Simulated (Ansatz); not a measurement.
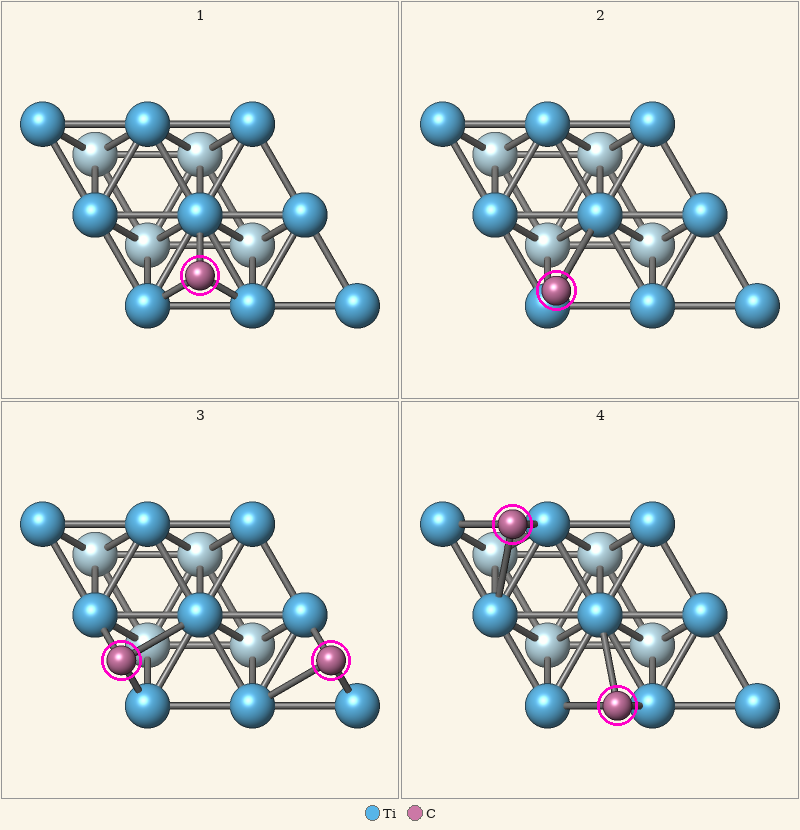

C on a Ti(001) slab cut from the P6_3/mmc phase, its upper half relaxed before the scan (16 atoms of substrate and one adsorbate in a 2 × 2 cell). C is moved over the surface cell; relaxed at each place: the height of the adsorbate's atoms; substrate rigid; the origin of the map has the adsorbate above Ti13. Places are given modulo a cell vector. The map is drawn in real space over the plane of the surface. The scan uses a 6 × 6 grid; 10 points were computed and 26 follow by symmetry. Places are given in fractions of the 1 × 1 surface cell. Energies: eV, counted from the lowest grid point. Computed with DFT PBE, scalar-relativistic, plane waves, PAW in Ansatz. Settings: cutoff 420 eV, k-mesh 6×6×1, gaussian smearing 0.1 eV, no spin polarisation.

The numbered pictures are structures from this grid. Rings mark the moved atoms.

Which is the most stable, and how do the others follow?

1, at a threefold hollow, (4/6, 2/6) of the cell vectors: 0.08 eV; 3, at a bridge site between two Ti atoms, (0/6, 3/6) of the cell vectors: 0.90 eV; 4, at (4/6, 0/6) of the cell vectors [nearest 1 Ti at 1.76 Å]: 2.05 eV; 2, at (1/6, 1/6) of the cell vectors [nearest 1 Ti at 1.78 Å]: 2.90 eV.

The map, with the structures marked:

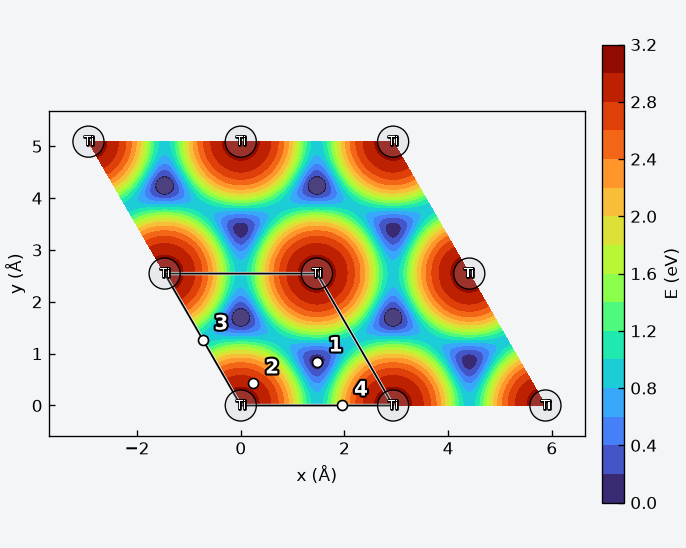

Drawn: filled contours, labelled circles for the atoms of the top layer and small ones for the second layer, the outline of one cell of the 2 × 2 shown. Between grid points the surface is interpolated.

PAW datasets: the set soft_1.
